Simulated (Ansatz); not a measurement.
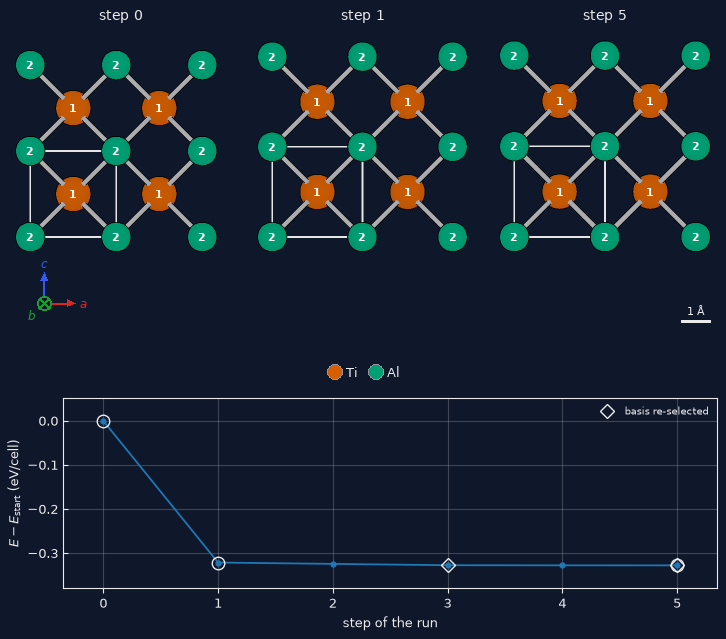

Frames of a relaxation of a crystal of TiAl (set up in Pm-3m) (coarse preliminary run), marked on the history of the run. Style: ball-and-stick. Shown: the cell of the calculation, repeated 2 × 1 × 2 with one cell outlined, along the b axis.

The calculation used Ansatz, DFT PBE, scalar-relativistic, plane waves, PAW. Settings: plane-wave cutoff 420 eV; k-point mesh 6 × 6 × 6; occupations gaussian; smearing width 0.1 eV; no spin polarisation; cell and atoms relaxed; force threshold 0.05 eV/Å; at most 80 steps.

Describe the path.

The atoms keep their places relative to the cell (all moves are under 0.005 Å). Cell: a = b = c 3.018 → 3.184 Å (+5.5 %). Volume +17.5 %. Some distances before and after: Ti1–Ti1 3.018 → 3.184 Å, Ti1–Al2 2.614 → 2.758 Å. The space group stays Pm-3m (No. 221). Over 3 accepted moves (5 points after the start) the energy falls by 0.327 eV per cell of the calculation. All forces vanish by symmetry, so only the cell relaxes. The pressure goes from 24.92 to 0.03 GPa. At 2 points the geometry stayed and the basis and grid were re-selected for the new cell (energy shift of 3.0 meV per cell of the calculation at most each time). The run took 3.5 s on 2 threads of Arm Neoverse V1, with other jobs on the host, peak memory 0.28 GiB. From step 0 to 1: volume +15.3 %, energy −0.321 eV per cell of the calculation. From step 1 to 5: volume +1.8 %, energy −6.4 meV per cell of the calculation.

```csv
step,"E − E(0), meV/atom","pressure, GPa","volume, Å³/atom",note
0,0.00,24.92,13.744,
1,-160.55,1.99,15.854,
2,-162.07,0.38,16.068,
3,-163.59,0.56,16.068,"same geometry, new basis"
4,-163.71,0.03,16.144,
5,-163.73,0.03,16.144,"same geometry, new basis"
```
